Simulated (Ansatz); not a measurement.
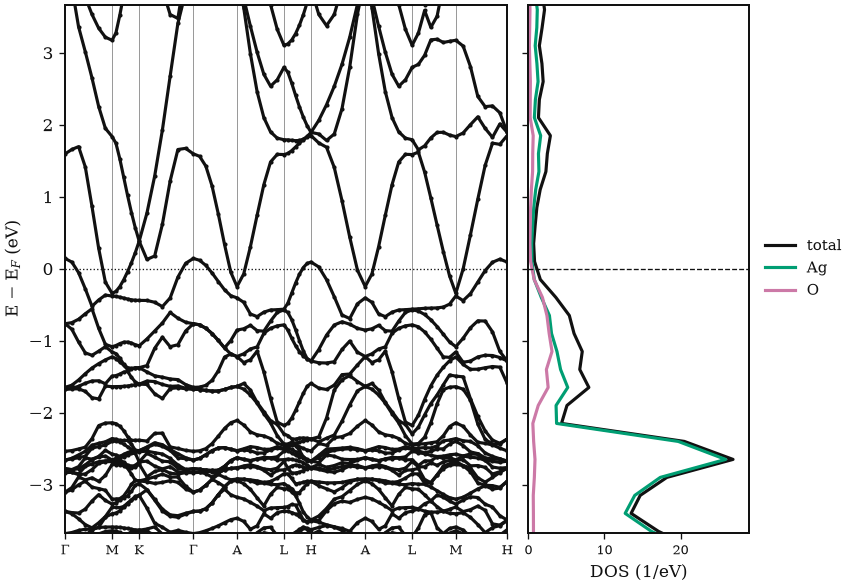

Band structure and density of states. Energies are counted from the Fermi level. The path runs straight from each named point to the next. The partial curves are projected on Löwdin-orthogonalised atomic shells.

What lattice type does the k path imply?

Answer. A hexagonal (primitive) lattice: the path Γ–M–K–Γ–A–L–H–A–L–M–H runs through the special points of its Brillouin zone.

System: Ag$_{3}$O, space group P-31m, 8 atoms in the cell, a database entry, rescaled.

```cif
data_structure
_symmetry_space_group_name_H-M 'P 1'
_symmetry_Int_Tables_number 1
_cell_length_a 5.2888
_cell_length_b 5.2888
_cell_length_c 4.9238
_cell_angle_alpha 90.000
_cell_angle_beta 90.000
_cell_angle_gamma 120.000
_cell_volume 119.28
loop_
_atom_site_label
_atom_site_type_symbol
_atom_site_fract_x
_atom_site_fract_y
_atom_site_fract_z
_atom_site_occupancy
O1 O 0.33330 0.66670 0.50000 1
O2 O 0.66670 0.33330 0.50000 1
Ag1 Ag 0.31080 0.00000 0.22280 1
Ag2 Ag 0.00000 0.31080 0.22280 1
Ag3 Ag 0.68920 0.68920 0.22280 1
Ag4 Ag 0.00000 0.68920 0.77720 1
Ag5 Ag 0.68920 0.00000 0.77720 1
Ag6 Ag 0.31080 0.31080 0.77720 1
```

Ansatz 0.2.0; DFT with PBEsol, PAW plane waves, no spin polarisation, 7×7×7 k mesh, 420 eV cutoff, Fermi-Dirac smearing of 0.1 eV.

Is there a gap at the Fermi level?

Answer. A metal: 2 bands cross the Fermi level along this path.
